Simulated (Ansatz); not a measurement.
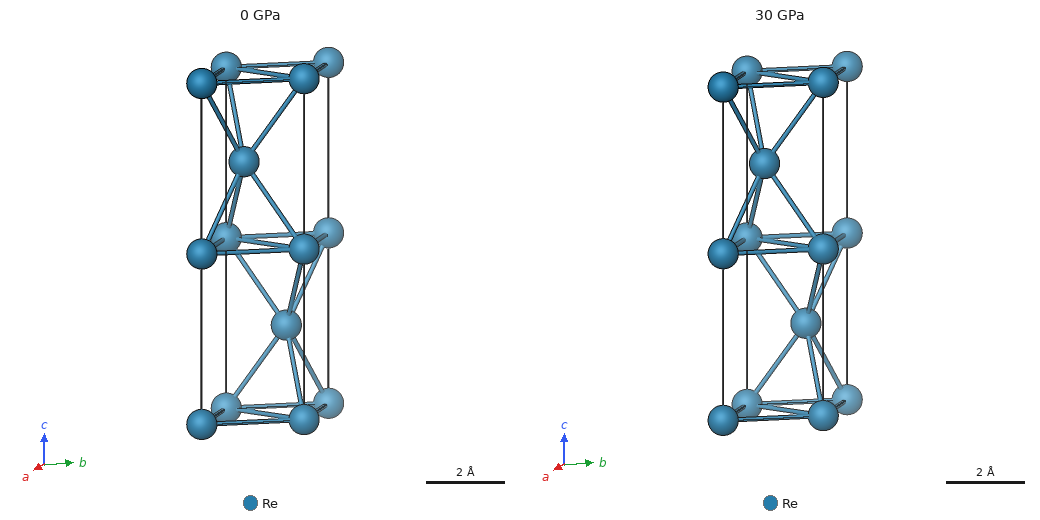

Re, double hexagonal close-packed (α-La type), space group P6₃/mmc (No. 194), relaxed (cell and atoms) under a series of hydrostatic pressures; the conventional cell is drawn at the lowest and the highest, to one scale (sticks follow a distance rule). The start was a structure listed in the Materials Project.

Alike in all runs: Ansatz 0.2.0; functional PBEsol; potentials Ansatz PAW; cutoff 420 eV; k mesh 11 × 11 × 3 on the run's cell of 4 atoms; occupations fermi-dirac, width 0.05 eV; no spin polarisation; no spin-orbit coupling.

| pressure (GPa) | volume (Å³/atom) | a (Å) | c (Å) |
| --- | --- | --- | --- |
| 0.0 | 14.546 | 2.749 | 8.888 |
| 2.0 | 14.473 | 2.745 | 8.873 |
| 5.0 | 14.367 | 2.738 | 8.851 |
| 10.0 | 14.198 | 2.727 | 8.816 |
| 20.0 | ? | ? | ? |
| 30.0 | 13.609 | 2.690 | 8.689 |

> What equation of state do the given rows imply, and what volume does it predict for the missing row?

The fit gives V0 = 14.55 Å³/atom, B0 = 391 GPa and B0′ = 4.2, which puts the volume at 20.0 GPa at 13.89 Å³/atom. The run gave volume 13.888 Å³/atom; a 2.708 Å; c 8.749 Å.

> Which axis yields most up to 30 GPa?

The axes shrink nearly alike: a −2.2 %, c −2.2 %, against −6.4 % in volume.

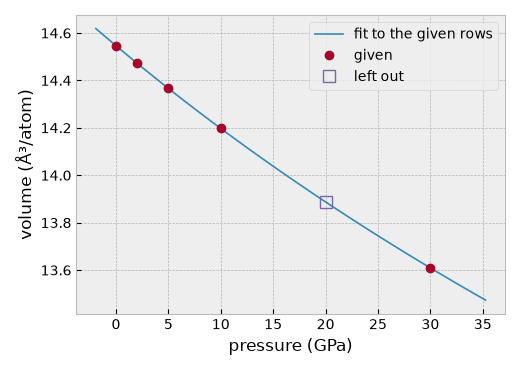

Volume against pressure, with the fit. The structure was kept in its own symmetry, so a change to another phase within this range wouldn't be seen.

Caveat: the plane-wave basis is chosen anew once the cell has moved, so the energies of steps on either side of that aren't comparable; spin-orbit coupling is left out, which matters for Re, if less for volumes and forces than for levels.
